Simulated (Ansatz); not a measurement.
## How much does Y in Al(111), 2x2 scatter?

How strong a scatterer is Y in Al(111), 2x2, and does relaxation matter?

Main program and level: Ansatz 0.2.0; Ansatz plane-wave DFT, PBE, PAW files; ballistic transport by layer matching (Landauer), zero bias; PAW set soft_1.

## Step 1: Starting point

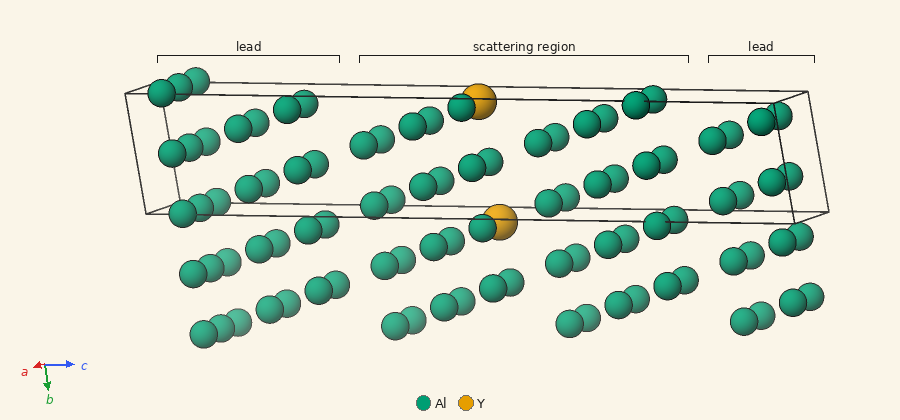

The cell as given, from the side, with the c axis across the page (aluminium teal, yttrium orange). 1×2×1 cells are drawn. Some periodic images of atoms are drawn too.

The cell holds 44 atoms: 43 Al and 1 Y. Its edges and angles: a = 5.725 Å, b = 5.725 Å, c = 25.761 Å, α = 86.8°, β = 93.2°, γ = 120.0°. It derives from Al. Regions: lead, 24 atoms (24 Al); scattering region, 20 atoms (19 Al and 1 Y). The structure is stacked along c, and the current runs across the ab planes.

## Step 2: Transmission at ideal sites

The defect sits in one plane of the supercell, all atoms on ideal sites; the layers about the cell's end are the lead. The mesh across the current, 12×12, is finer than the density's, because channels open and close sharply across the zone. Energies from -0.1 to 0.1 eV in steps of 0.05 eV are too few for the program's thermal sum, so it prints no conductance; for a metal the transmission near the Fermi level serves, at a fraction of the cost.

File input.yaml:

```yaml
crystal:
  lattice:
    - [5.7246940741, 0.0, 0.0]
    - [-2.862347037, 4.957730497, 0.0]
    - [-1.4311735185, 0.8262884162, 25.7080622609]
  atoms:
    - { symbol: Al, position: [0.0075757576, 0.9924242424, 0.0454545455] }
    - { symbol: Al, position: [0.0075757576, 0.4924242424, 0.0454545455] }
    - { symbol: Al, position: [0.5075757576, 0.9924242424, 0.0454545455] }
    - { symbol: Al, position: [0.5075757576, 0.4924242424, 0.0454545455] }
    - { symbol: Al, position: [0.1893939394, 0.3106060606, 0.1363636364] }
    - { symbol: Al, position: [0.1893939394, 0.8106060606, 0.1363636364] }
    - { symbol: Al, position: [0.6893939394, 0.3106060606, 0.1363636364] }
    - { symbol: Al, position: [0.6893939394, 0.8106060606, 0.1363636364] }
    - { symbol: Al, position: [0.3712121212, 0.1287878788, 0.2272727273] }
    - { symbol: Al, position: [0.3712121212, 0.6287878788, 0.2272727273] }
    - { symbol: Al, position: [0.8712121212, 0.1287878788, 0.2272727273] }
    - { symbol: Al, position: [0.8712121212, 0.6287878788, 0.2272727273] }
    - { symbol: Al, position: [0.053030303, 0.946969697, 0.3181818182] }
    - { symbol: Al, position: [0.053030303, 0.446969697, 0.3181818182] }
    - { symbol: Al, position: [0.553030303, 0.946969697, 0.3181818182] }
    - { symbol: Al, position: [0.553030303, 0.446969697, 0.3181818182] }
    - { symbol: Al, position: [0.2348484848, 0.2651515152, 0.4090909091] }
    - { symbol: Al, position: [0.2348484848, 0.7651515152, 0.4090909091] }
    - { symbol: Al, position: [0.7348484848, 0.2651515152, 0.4090909091] }
    - { symbol: Al, position: [0.7348484848, 0.7651515152, 0.4090909091] }
    - { symbol: "Y", position: [0.4166666667, 0.0833333333, 0.5] }
    - { symbol: Al, position: [0.4166666667, 0.5833333333, 0.5] }
    - { symbol: Al, position: [0.9166666667, 0.0833333333, 0.5] }
    - { symbol: Al, position: [0.9166666667, 0.5833333333, 0.5] }
    - { symbol: Al, position: [0.0984848485, 0.9015151515, 0.5909090909] }
    - { symbol: Al, position: [0.0984848485, 0.4015151515, 0.5909090909] }
    - { symbol: Al, position: [0.5984848485, 0.9015151515, 0.5909090909] }
    - { symbol: Al, position: [0.5984848485, 0.4015151515, 0.5909090909] }
    - { symbol: Al, position: [0.2803030303, 0.2196969697, 0.6818181818] }
    - { symbol: Al, position: [0.2803030303, 0.7196969697, 0.6818181818] }
    - { symbol: Al, position: [0.7803030303, 0.2196969697, 0.6818181818] }
    - { symbol: Al, position: [0.7803030303, 0.7196969697, 0.6818181818] }
    - { symbol: Al, position: [0.4621212121, 0.0378787879, 0.7727272727] }
    - { symbol: Al, position: [0.4621212121, 0.5378787879, 0.7727272727] }
    - { symbol: Al, position: [0.9621212121, 0.0378787879, 0.7727272727] }
    - { symbol: Al, position: [0.9621212121, 0.5378787879, 0.7727272727] }
    - { symbol: Al, position: [0.1439393939, 0.8560606061, 0.8636363636] }
    - { symbol: Al, position: [0.1439393939, 0.3560606061, 0.8636363636] }
    - { symbol: Al, position: [0.6439393939, 0.8560606061, 0.8636363636] }
    - { symbol: Al, position: [0.6439393939, 0.3560606061, 0.8636363636] }
    - { symbol: Al, position: [0.3257575758, 0.1742424242, 0.9545454545] }
    - { symbol: Al, position: [0.3257575758, 0.6742424242, 0.9545454545] }
    - { symbol: Al, position: [0.8257575758, 0.1742424242, 0.9545454545] }
    - { symbol: Al, position: [0.8257575758, 0.6742424242, 0.9545454545] }
kpoints:
  mp_grid: { grid: [5, 5, 1] }
hamiltonian:
  xc: pbe
  pseudopotentials: { kind: paw, azcp: { folder: soft_1 } }
scf:
  occupations: { method: fermi_dirac, width: 0.1 }
output:
  transmission: { leads: [[0, 4]], kmesh: [12, 12], e_range: [-0.1, 0.1], de: 0.05 }
  write_potential: true
  write_density: true
  volumetric_format: npy
  elf: true
```

The run is started by

```sh
> ansatz run input.yaml --threads 4 --pin off --max-ram 15360MiB --backend cpu --events-out ev --progress --plain --runs-dir out
```

Numbers of over 12 decimals in the logs are rounded to 6 here.

Log:

```text
Engine: ansatz 0.2.0, aarch64-unknown-linux-gnu
Pseudopotentials: kind: paw
Pseudopotential: Al, paw, valence charge 3, recommended cutoff 420 eV (normal), soft_1/Al.paw.azcp
Pseudopotential: Y, paw, valence charge 11, recommended cutoff 420 eV (normal), soft_1/Y.paw.azcp
Functional definition: PBE
  parameter kappa = 0.804
  parameter beta = 0.066725
  exchange = pbe_x(kappa = kappa, mu = beta*pi^2/3)
  correlation = pbe_c(beta = beta)
Crystal: 44 atoms, lattice volume = 729.633 Å³
Basis set: ecut = 420 eV, 14337 PW (Γ)
Bands: 114, of which v1, the nominal top of the filled ones, is band 70 counted from 1 (69 counted from 0)
Symmetry: 4 space group operations
Space group: C2/m (ITA 12), of the structure as read, at distance tolerance 9.0e-5 Å
k-points: 9 of 25
Non-local potential: Al, projectors of the file, l = 0: 2, l = 1: 2, l = 2: 1
Non-local potential: Y, projectors of the file, l = 0: 3, l = 1: 2, l = 2: 2, l = 3: 1
PAW form: soft (Blöchl's): semilocal exchange-correlation on the pseudo side does not see the compensation charge
PAW one-centre angular grid: Al, 110 points (default); XC on 64 Gauss nodes
PAW one-centre angular grid: Y, 590 points (default); XC on 64 Gauss nodes
Initial density: superposition of atomic densities (chi_scale 0.1, normalization cell, long waves 2 % of neutral atoms (reshape's long-wave potential 1.02 eV rms, cloud 3.11 Å wide))
Initial wavefunctions: pseudopotential atomic-orbital guess
Functional: x = pbe(κ = 0.804, μ = 0.219515), c = pbe(β = 0.066725)
SCF iter   1: F=—  HF=-26981.316389 eV  |F-HF|=—  |Δ(HF+E_count)|=         —  Δρ=4.71e-2  dr2=1.11e3  ethr=3.10e-3  ⟨swp⟩=6.7  Hψ=4999  notcnv=0  defer=22
preconditioner: auto → Kerker (q_TF=auto, 2.072 Å⁻¹)  [metal: Δε(μ)=0.034 eV  Ē_g=6.655 eV  σ=0.100 eV  W_gap=0.08  n_scr=96 (ndim 8)  ℏωp=15.8 eV  f_vac=0.000  D(μ)=18.58/eV (n_scr^D=100)]
SCF iter   2: F=—  HF=-26968.497441 eV  |F-HF|=—  |Δ(HF+E_count)|=    1.28e1  Δρ=2.74e-2  dr2=3.75e2  ethr=3.10e-3  ⟨swp⟩=3.2  Hψ=1539  notcnv=0  defer=86
SCF iter   3: F=—  HF=-26961.842391 eV  |F-HF|=—  |Δ(HF+E_count)|=    6.66e0  Δρ=4.63e-3  dr2=2.96e-1  ethr=3.10e-3  ⟨swp⟩=4.3  Hψ=2637  notcnv=0  defer=98
SCF iter   4: F=—  HF=-26961.779251 eV  |F-HF|=—  |Δ(HF+E_count)|=   6.31e-2  Δρ=1.73e-3  dr2=3.08e-2  ethr=2.11e-4  ⟨swp⟩=2.6  Hψ=1594  notcnv=0  defer=93
SCF iter   5: F=—  HF=-26961.772504 eV  |F-HF|=—  |Δ(HF+E_count)|=   6.75e-3  Δρ=1.47e-4  dr2=7.40e-4  ethr=2.20e-5  ⟨swp⟩=2.2  Hψ=1474  notcnv=0  defer=93
SCF iter   6: F=—  HF=-26961.772469 eV  |F-HF|=—  |Δ(HF+E_count)|=   3.52e-5  Δρ=2.66e-5  dr2=9.04e-6  ethr=5.28e-7  ⟨swp⟩=1.4  Hψ=1023  notcnv=0  defer=93
SCF iter   7: F=—  HF=-26961.772499 eV  |F-HF|=—  |Δ(HF+E_count)|=   3.06e-5  Δρ=4.67e-6  dr2=4.79e-7  ethr=6.45e-9  ⟨swp⟩=1.9  Hψ=1242  notcnv=0  defer=93
SCF iter   8: F=-26961.772499 eV  HF=-26961.772499 eV  |F-HF|=1.22e-8  |Δ(HF+E_count)|=   4.33e-8  Δρ=1.06e-6  dr2=1.63e-8  ethr=7.14e-11  ⟨swp⟩=14.9  Hψ=5040  notcnv=0
SCF 1 converged in 8 iterations: F = -26961.772499 eV  dr2 = 1.63e-8
  greatest PAW one-centre occupation: 0.993 electrons in one spin orbital (limit 2), on the Y atom at site 20 (counted from 0), in its partial waves of l = 0
transmission: 139 of 1376 steps passed
transmission: 279 of 1376 steps passed
[...]
transmission: 1376 of 1376 steps passed
SCF converged after 8 iterations
Free energy (F): -26961.772499 eV
Harris-Foulkes:  -26961.772499 eV  (|F-HF|=1.22e-8)
Internal energy: -26961.081785 eV  (E = F + TS)
E sigma→0 (E₀):  -26961.427142 eV
Entropy (-TS):   -0.690714 eV (-15.698 meV/atom)
Fermi energy:    8.210552 eV
--- Per-component energies (eV) ---
  E_band       = 355.264701
  E_kinetic    = 1294.577322
  E_local      = -1030.998304  (includes V_loc(G=0)·N_el)
  E_nonlocal   = 458.575705
  E_hartree    = 643.810562
  E_xc         = -1803.284888
  E_vxc        = -1465.302522  (∫ρ·V_xc dr)
  E_paw        = -23000.991257  (= ΣΔE_a)
  E_vpaw       = -189.212094  (= ΣTr[D̂ρ^β])
  E_aug_tail   = -0.000067  (compensation charges beyond the density's cutoff)
  E_ewald      = -3522.770858
  E_smearing   = -0.690714  (= −TS)
  E_closure    = -0.000000  (closes the sum)
  Σ components = -26961.772499   (vs F -26961.772499, Δ=0.00e0)
--- Band table (eV; the first three rows and the last of 9) ---
  k-point 0: bands = [... 66 lower, 6.8466, 6.9464, 7.0280, 7.1670, 7.1849, 7.5458, 7.6449, 7.7210, ... 40 higher]
  k-point 1: bands = [... 66 lower, 7.1249, 7.2736, 7.4129, 7.4923, 7.7146, 7.7638, 7.8829, 7.9760, ... 40 higher]
  k-point 2: bands = [... 66 lower, 8.2046, 8.2657, 8.3192, 8.3423, 8.4164, 8.4621, 8.5537, 8.6042, ... 40 higher]
  k-point 8: bands = [... 66 lower, 8.1857, 8.2755, 8.3563, 8.3769, 8.3958, 8.4188, 8.5888, 8.6241, ... 40 higher]
--- Transmission ---
  basis      : 253 plane waves across, 32 finite elements along
  points     : 43, standing for a mesh of 12 x 12
  energies   : 5 from -0.100000 to 0.100000 eV about the Fermi level, 0.050000 eV apart; the leads are filled to 0.000000 eV, and channels, transmission and decay are at 0.000000 eV
  crystal 0  : Al4, at the sites [0, 4], period 2.3371 Å, over 23.37 Å; its Hamiltonian steps by up to 10.8 meV
    offset         : up to 0.0000 Å between an atom of the period and one for which it stands
    channels       : 5.506944e0 a spin
    conductance    : none, the energies end too early or step too widely for 300 K: set another output.transmission.e_range or a lower de, or, where they end at an eighth of basis.ecutwfc, a higher one
  junction   : crystal 0 to crystal 0, 0.70 to 24.07 Å
    transmission   : 3.756932e0 a spin
    conductance    : none, the energies end too early or step too widely for 300 K: set another output.transmission.e_range or a lower de, or, where they end at an eighth of basis.ecutwfc, a higher one
```

Wall time 6.7 min (4 threads of Arm Neoverse V1, shared host); peak memory 2.3 GiB; 25 min of CPU time.

Numbers from this step:

```yaml
free_energy: -26961.7725 eV
energy_at_zero_smearing: -26961.4271 eV
fermi_energy: 8.211 eV
cell_area: 28.38 Å²
transmission_per_spin_nearest_the_fermi_level: 3.757
open_channels_per_spin_nearest_the_fermi_level: 5.507
step_of_the_lead_s_potential: 10.8 meV
```

Per spin. Table of transmission, zone mean by energy, zero at the Fermi level:

| energy (eV) | transmission, zone mean |
| --- | --- |
| -0.1000 | 3.74 |
| -0.0500 | 3.79 |
| 0.0000 | 3.76 |
| 0.0500 | 3.75 |
| 0.1000 | 3.82 |

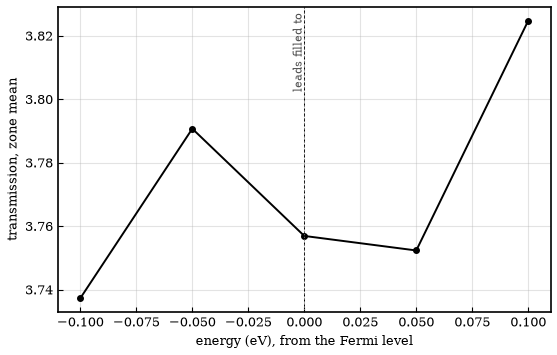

Transmission, zone mean against energy.

Per spin. Open channels, zone mean, lead against energy, zero at the Fermi level:

| energy (eV) | open channels, zone mean, lead |
| --- | --- |
| -0.1000 | 5.51 |
| -0.0500 | 5.59 |
| 0.0000 | 5.51 |
| 0.0500 | 5.51 |
| 0.1000 | 5.67 |

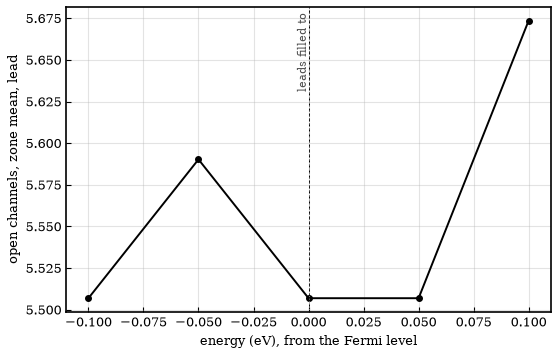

Open channels, zone mean, lead, plotted against energy.

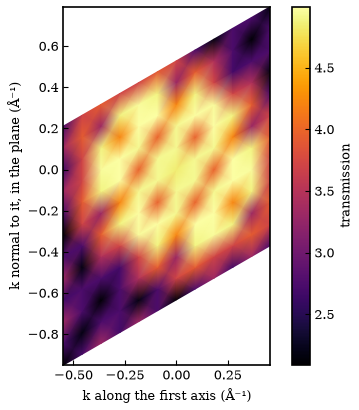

Transmission over k1 and k2. At 0.0000 eV from the Fermi level.

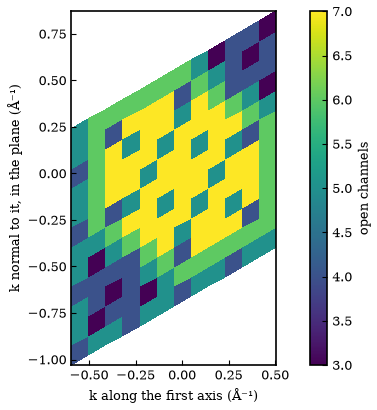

Open channels over k1 and k2. At 0.0000 eV from the Fermi level.

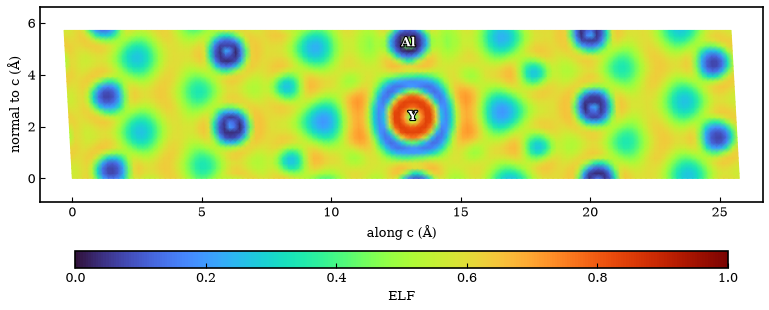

ELF in the ca plane at fractional y = 0.083, with atoms of Y and Al within 0.2 Å of it. It is the smooth field of the valence electrons, not physical close to the nuclei.

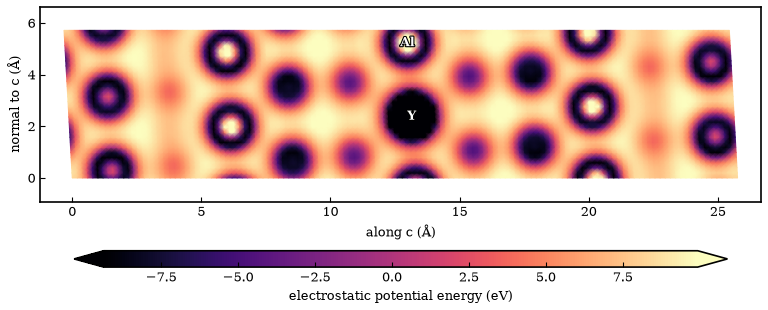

Electrostatic potential energy in the ca plane at fractional y = 0.083, with atoms of Y and Al within 0.2 Å of it. With pseudopotentials it is smooth inside the atoms' cores, unlike the true potential.

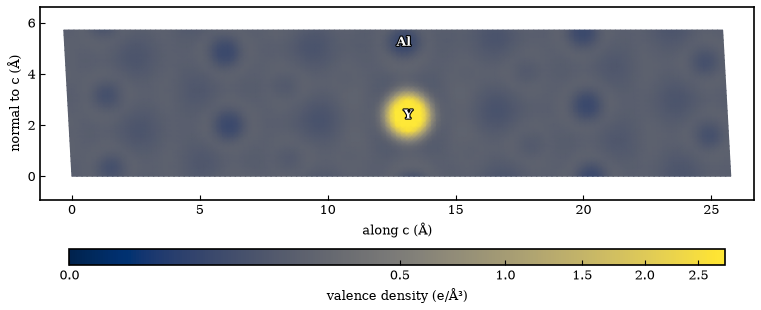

Valence density in the ca plane at fractional y = 0.083, with atoms of Y and Al within 0.2 Å of it. It is the smooth field of the valence electrons, not physical close to the nuclei. The colour scale is stretched toward low values.

Over the solved energies the transmission per spin lies between 3.74 and 3.82, out of 5.56 channels of the lead on average (up to 5.67).

## Step 3: Resistance at ideal sites

This step: Ansatz plane-wave DFT, PBE, PAW files; ballistic transport by layer matching (Landauer), zero bias; area resistance of the defect plane and resistivity an atomic per cent; PAW set soft_1 (Ansatz 0.2.0).

This step gave:

| Quantity | Value |
| --- | --- |
| area resistance | 0.3107 fΩ m² |
| T over the leads' mean channel count | 0.6806 |
| resistivity per at.% scaled from this dense plane, with the factor 3/4 for isotropic scattering | 3.988 µΩ cm |

Averaged over the energies near the Fermi level, 68.1 % of the channels pass, which makes 0.311 fΩ m².

By hand, with T and the leads' channels N averaged over the energies near the Fermi level: RA = A (h/2e²)(1/T − 1/N) = 28.38×10⁻²⁰ m² × 12 906 Ω × (1/3.767 − 1/5.535) = 0.311 fΩ m². Per atomic per cent: RA × A / V_atom × 0.01 × 3/4 = 3.99 µΩ cm, with the host's V_atom = 16.58 Å³.

## Step 4: The same junction, with changed settings

A repeat with a deliberate mistake in the input, to see how the program answers it.

This step: Ansatz plane-wave DFT, PBE, PAW files; ballistic transport by layer matching (Landauer), zero bias; changed: output.transmission.de = 0.5, output.transmission.e_range = [-2, 2], scf.max_iter = 60; PAW set soft_1 (Ansatz 0.2.0).

input.yaml: that of step 2 with these lines changed.

```diff
@@ -57,4 +57,5 @@
   occupations: { method: fermi_dirac, width: 0.1 }
+  max_iter: 60
 output:
-  transmission: { leads: [[0, 4]], kmesh: [12, 12], e_range: [-0.1, 0.1], de: 0.05 }
+  transmission: { leads: [[0, 4]], kmesh: [12, 12], e_range: [-2, 2], de: 0.5 }
   write_potential: true
@@ -62,2 +63 @@
   volumetric_format: npy
-  elf: true
```

Log:

```text
[... 9 set-up lines as in the run before ...]
Crystal: 44 atoms, lattice volume = 729.633 Å³
Basis set: ecut = 420 eV, 14337 PW (Γ)
Bands: 114, of which v1, the nominal top of the filled ones, is band 70 counted from 1 (69 counted from 0)
[... 2 set-up lines as in the run before ...]
k-points: 9 of 25
[... 8 set-up lines as in the run before ...]
SCF iter   1: F=—  HF=-26981.316389 eV  |F-HF|=—  |Δ(HF+E_count)|=         —  Δρ=4.71e-2  dr2=1.11e3  ethr=3.10e-3  ⟨swp⟩=6.7  Hψ=4999  notcnv=0  defer=22
preconditioner: auto → Kerker (q_TF=auto, 2.072 Å⁻¹)  [metal: Δε(μ)=0.034 eV  Ē_g=6.655 eV  σ=0.100 eV  W_gap=0.08  n_scr=96 (ndim 8)  ℏωp=15.8 eV  f_vac=0.000  D(μ)=18.58/eV (n_scr^D=100)]
SCF iter   2: F=—  HF=-26968.497441 eV  |F-HF|=—  |Δ(HF+E_count)|=    1.28e1  Δρ=2.74e-2  dr2=3.75e2  ethr=3.10e-3  ⟨swp⟩=3.2  Hψ=1539  notcnv=0  defer=86
SCF iter   3: F=—  HF=-26961.842391 eV  |F-HF|=—  |Δ(HF+E_count)|=    6.66e0  Δρ=4.63e-3  dr2=2.96e-1  ethr=3.10e-3  ⟨swp⟩=4.3  Hψ=2637  notcnv=0  defer=98
SCF iter   4: F=—  HF=-26961.779251 eV  |F-HF|=—  |Δ(HF+E_count)|=   6.31e-2  Δρ=1.73e-3  dr2=3.08e-2  ethr=2.11e-4  ⟨swp⟩=2.6  Hψ=1594  notcnv=0  defer=93
SCF iter   5: F=—  HF=-26961.772504 eV  |F-HF|=—  |Δ(HF+E_count)|=   6.75e-3  Δρ=1.47e-4  dr2=7.40e-4  ethr=2.20e-5  ⟨swp⟩=2.2  Hψ=1474  notcnv=0  defer=93
SCF iter   6: F=—  HF=-26961.772469 eV  |F-HF|=—  |Δ(HF+E_count)|=   3.52e-5  Δρ=2.66e-5  dr2=9.04e-6  ethr=5.28e-7  ⟨swp⟩=1.4  Hψ=1023  notcnv=0  defer=93
SCF iter   7: F=—  HF=-26961.772499 eV  |F-HF|=—  |Δ(HF+E_count)|=   3.06e-5  Δρ=4.67e-6  dr2=4.79e-7  ethr=6.45e-9  ⟨swp⟩=1.9  Hψ=1242  notcnv=0  defer=93
SCF iter   8: F=-26961.772499 eV  HF=-26961.772499 eV  |F-HF|=1.22e-8  |Δ(HF+E_count)|=   4.33e-8  Δρ=1.06e-6  dr2=1.63e-8  ethr=7.14e-11  ⟨swp⟩=14.9  Hψ=5040  notcnv=0
SCF 1 converged in 8 iterations: F = -26961.772499 eV  dr2 = 1.63e-8
[...]
transmission: 147 of 1462 steps passed
transmission: 299 of 1462 steps passed
[...]
transmission: 1175 of 1462 steps passed
```

Elapsed: 10 min, on 4 threads; peak memory 2.3 GiB.

The run was cut off at the time limit after its SCF cycle had converged; no result of it is taken.

The fault put into the input: an energy step too wide for a conductance (output.transmission.de = 0.5 and output.transmission.e_range = [-2, 2]).

## Step 5: Results

| Item | Value |
| --- | --- |
| share of channels that pass, rigid | 0.681 |
| area resistance, rigid | 0.311 fΩ m² |
| resistivity per at.% from the area resistance, times 3/4, rigid | 3.99 µΩ cm |

The plane of defects adds 0.31 fΩ m². Scaled to one atomic per cent that is 5.3 µΩ cm as it stands and 4.0 with the factor 3/4 for isotropic scattering on a spherical Fermi surface; with the reflection in place of the resistance taken as linear in the density it would be 2.7. These are rough estimates of the dilute value, not bounds. One Y in each 2x2 cell reflects 32 % of the lead's channels. The defects form a dense periodic sheet that scatters coherently, unlike a dilute random alloy. T and N are means over the solved energies nearest the Fermi level.

[Logs are printed without paths, hosts, clocks, repeated set-up lines and the standing remarks that a program may print on its own settings, such as how far it seeks lower states.]

[Hosts, paths, dates, database ids (printed as entryN), source tags and the programs' standing remarks are cut or masked in the printed files.]
